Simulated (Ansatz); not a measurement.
PtSe₂: several calculations on one system

**1. Relaxation**

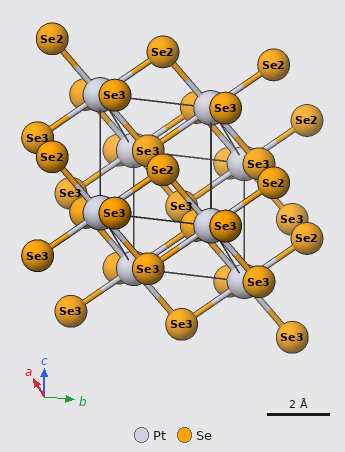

This is the input geometry for a relaxation of crystalline PtSe2 (set up in P-3m1). The picture is a ball-and-stick view of the cell of the calculation, seen from a free direction.

Case: volume × 0.88, shape and atoms relaxed.

The calculation used Ansatz 0.2.0, DFT PBE+D3(BJ), scalar-relativistic, plane waves, PAW.

Input file:
```yaml
crystal:
  lattice:
    - [3.6815859349, 0.0, 0.0]
    - [-1.8407929674, 3.1883469458, 0.0]
    - [0.0, 0.0, 4.453476883]
  atoms:
    - { symbol: Pt, position: [0.0, 0.0, 0.0] }
    - { symbol: Se, position: [0.3333333333, 0.6666666667, 0.2804036204] }
    - { symbol: Se, position: [0.6666666667, 0.3333333333, 0.7195963796] }
basis:
  ecutwfc: 420
kpoints:
  mp_grid: { grid: [12, 12, 10] }
hamiltonian:
  xc: pbe
  dispersion: d3bj
scf:
  occupations: { method: gaussian, width: 0.1 }
output:
  forces: true
  stress: true
  eigenvalues: true
relax:
  adjacent_minimum: "off"
  f_tol: 0.01
  max_steps: 30
  cell: { stress_tol: 0.1, fix: [volume] }
```

Launched with:
```bash
ansatz run input.yaml --threads 1 --pin off --max-ram 2560MiB --backend cpu --events-out ev --progress --plain --runs-dir out
```

Q: What does the optimiser find from here?

A: The largest moves relative to the cell, 0.019 Å, are those of Se2 and Se3. Se2 goes along +c. Pt stays in place. The drawn cell changes at constant volume: a = b 3.682 → 3.701 Å (+0.5 %), c 4.453 → 4.407 Å (−1.0 %). Among the contacts that change: Pt1–Se2 2.465 → 2.478 Å. The space group stays P-3m1 (No. 164). Over 2 accepted moves (3 points after the start) the energy falls by 9.0 meV per cell of the calculation. Largest force component: 0.34 eV/Å at the start, 0.0057 eV/Å at the end. Pressure: 14.65 GPa at the start and 12.91 GPa at the end. The SCF was repeated once at an unchanged geometry on a basis and grid sized afresh for the cell, which shifted the energy by less than 0.05 meV per cell of the calculation at most. Cost: 43 s on 1 thread of Arm Neoverse V2, on a shared host, peak memory 0.47 GiB.

The end point in the same view:

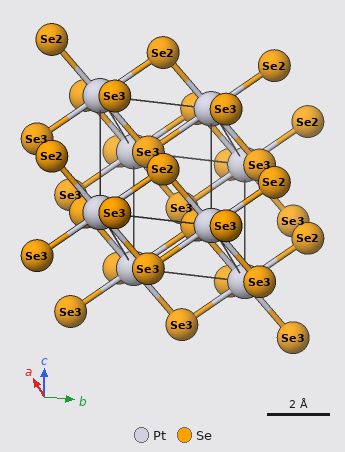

**2. Relaxation**

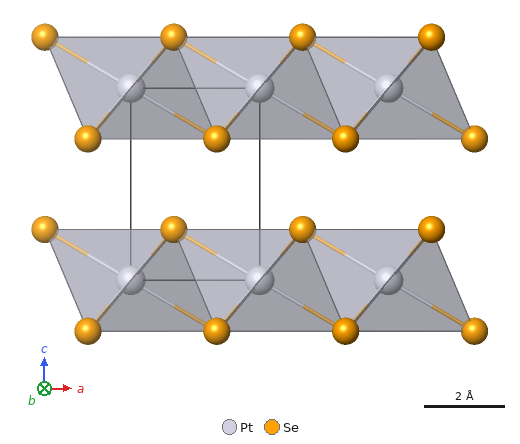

A crystal of PtSe2 (set up in P-3m1), before the relaxation. Style: polyhedral. Shown: the cell of the calculation, repeated 2 × 1 × 1 with one cell outlined, along the b axis.

All numbers below come from Ansatz 0.2.0, DFT PBE+D3(BJ), scalar-relativistic, plane waves, PAW.

The input:
```yaml
crystal:
  lattice:
    - [3.7644458754, 0.0, 0.0]
    - [-1.8822229377, 3.2601057593, 0.0]
    - [0.0, 0.0, 4.8652984029]
  atoms:
    - { symbol: Pt, position: [0.0, 0.0, 0.0] }
    - { symbol: Se, position: [0.3333333333, 0.6666666667, 0.2644373556] }
    - { symbol: Se, position: [0.6666666667, 0.3333333333, 0.7355626444] }
basis:
  ecutwfc: 420
kpoints:
  mp_grid: { grid: [12, 12, 10] }
hamiltonian:
  xc: pbe
  dispersion: d3bj
scf:
  occupations: { method: gaussian, width: 0.1 }
output:
  forces: true
  stress: true
  eigenvalues: true
  write_density: true
  write_potential: true
  elf: true
  volumetric_format: npy
relax:
  adjacent_minimum: "off"
  f_tol: 0.005
  max_steps: 80
  cell: { stress_tol: 0.05 }
```

Run as
```bash
ansatz run input.yaml --threads 1 --pin off --max-ram 2560MiB --backend cpu --events-out ev --progress --plain --runs-dir out
```

Where does the relaxation end?

The energy falls by 0.2 meV per atom in 2 accepted moves (3 points after the start). Largest force component: 0.00032 eV/Å at the start, 0.00078 eV/Å at the end. The pressure goes from −0.07 to −0.02 GPa. At 1 point the geometry stayed and the basis and grid were re-selected for the new cell (energy shift of less than 0.05 meV per atom at most each time). The largest moves relative to the cell, 0.005 Å, are those of Se2 and Se3. Se2 goes along +c. Pt stays in place. Cell: a = b 3.764 → 3.772 Å (+0.2 %), c 4.865 → 4.822 Å (−0.9 %). Volume −0.5 %. The space group stays P-3m1 (No. 164). The run took 57 s on 1 thread of Arm Neoverse V2, on a shared host, peak memory 0.51 GiB.

History of the run:

```tsv
step	E − E(0), meV/atom	largest force component, eV/Å	pressure, GPa	volume, Å³/atom	note
0	0.00	0.0003	-0.07	19.903	
1	-0.24	0.0011	0.01	19.811	
2	-0.25	0.0008	-0.02	19.801	
3	-0.23	0.0008	-0.02	19.801	same geometry, new basis
```

After the run, drawn alike:

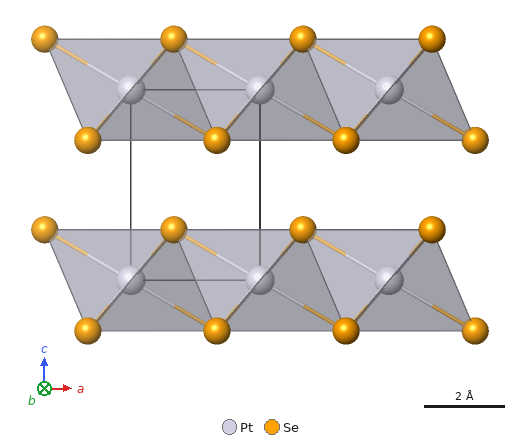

**3. A change**

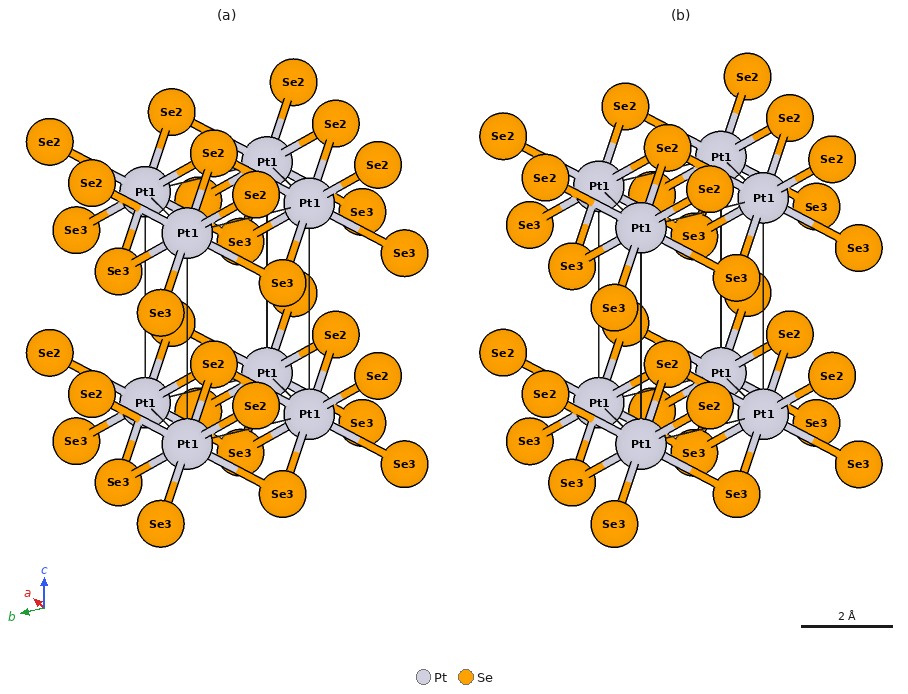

Left: a crystal of PtSe$_{2}$ (set up in P-3m1). Right: the same structure after one change, at the same scale. A ball-and-stick model of the cell of the calculation, seen from a free direction.

Theory: DFT PBE+D3(BJ), scalar-relativistic, plane waves, PAW (Ansatz 0.2.0). Set-up: plane-wave cutoff 420 eV; k-point mesh 12 × 12 × 10; occupations gaussian; smearing width 0.1 eV; no spin polarisation.

> Which change leads from the left to the right?

The volume is changed by +3.0 %. The cell's shape and the atoms are relaxed at that volume.

> How do the computed properties respond?

The volume changes by +3.0 %, with a = b 3.772 → 3.780 Å (+0.2 %), c 4.822 → 4.945 Å (+2.5 %). The largest moves relative to the cell, 0.029 Å, are those of Se2 and Se3. Se3 goes along +c. Pt stays in place. Some distances before and after: Pt–Se 2.526 → 2.532 Å. The space group stays P-3m1 (No. 164). Energy change: +2.8 meV per atom. Pressure: 0.0 GPa before, −1.4 GPa after.
